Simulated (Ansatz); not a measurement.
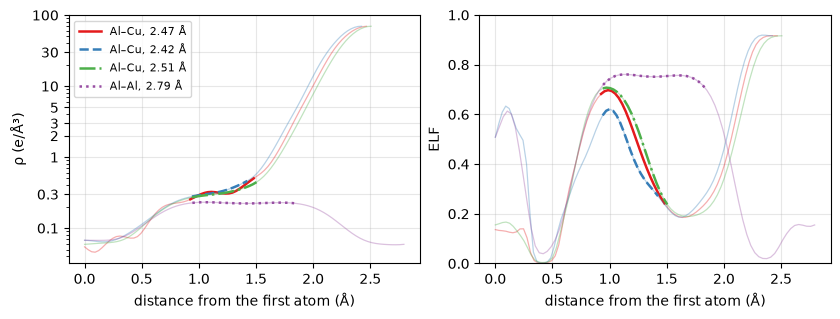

Figure 1: Al8Cu3 (slab). Valence electron density and ELF along straight lines between neighbouring atoms. Thin, pale parts lie inside the atomic spheres.

Computed without spin polarisation.

The calculation used DFT r2SCAN, scalar-relativistic, plane waves, PAW (Ansatz).

Core electrons are frozen (PAW), and the valence fields are smoothed inside the atomic spheres.

The calculation's input:

```
crystal:
  lattice:
    - [4.0546238323, 0.0, 0.0]
    - [2.027220712, 3.5114598967, 0.0]
    - [0.0, 0.0, 26.5871396044]
  atoms:
    - { symbol: Al, position: [1.49961e-05, 1.49961e-05, 0.2820912709] }
    - { symbol: Al, position: [0.6666916602, 0.6666916602, 0.3443509078] }
    - { symbol: Cu, position: [2.99922e-05, 2.99922e-05, 0.3754807262] }
    - { symbol: Al, position: [0.3333683243, 0.3333683243, 0.4066105447] }
    - { symbol: Al, position: [4.49884e-05, 4.49884e-05, 0.4688701816] }
    - { symbol: Cu, position: [0.3333833204, 0.3333833204, 0.5] }
    - { symbol: Al, position: [0.6667216525, 0.6667216525, 0.5311298184] }
    - { symbol: Al, position: [0.3333983165, 0.3333983165, 0.5933894553] }
    - { symbol: Cu, position: [0.6667366486, 0.6667366486, 0.6245192738] }
    - { symbol: Al, position: [7.49806e-05, 7.49806e-05, 0.6556490922] }
    - { symbol: Al, position: [0.6667516447, 0.6667516447, 0.7179087291] }
basis:
  ecutwfc: 500
kpoints:
  mp_grid: { grid: [9, 9, 1] }
hamiltonian:
  xc: r2scan
scf:
  occupations: { method: gaussian, width: 0.1 }
output:
  forces: true
  eigenvalues: true
  write_density: true
  write_potential: true
  elf: true
  volumetric_format: npy
relax:
  adjacent_minimum: "off"
  f_tol: 0.02
  max_steps: 60
efield:
  axis: 3
  dipole_correction: true
  ramp_width: 0.04
```

Run with:

```sh
ansatz run input.yaml --threads 1 --pin off --max-ram 2560MiB --backend cpu --events-out ev --progress --plain --runs-dir out
```

The fields are those of the relaxed geometry.

Compare the contacts.

Answer. Al–Cu (2.47 Å): ρ is about 0.31 e/Å³ halfway; the ELF peaks at about 0.70 between the atoms.
Al–Cu (2.42 Å): ρ at the midpoint is about 0.33 e/Å³; the ELF is about 0.40 at the midpoint.
Al–Cu (2.51 Å): ρ is about 0.32 e/Å³ halfway; the ELF peaks at about 0.70 between the atoms.
Al–Al (2.79 Å): the density is about 0.22 e/Å³ at the midpoint; the ELF peaks at about 0.75 between the atoms.
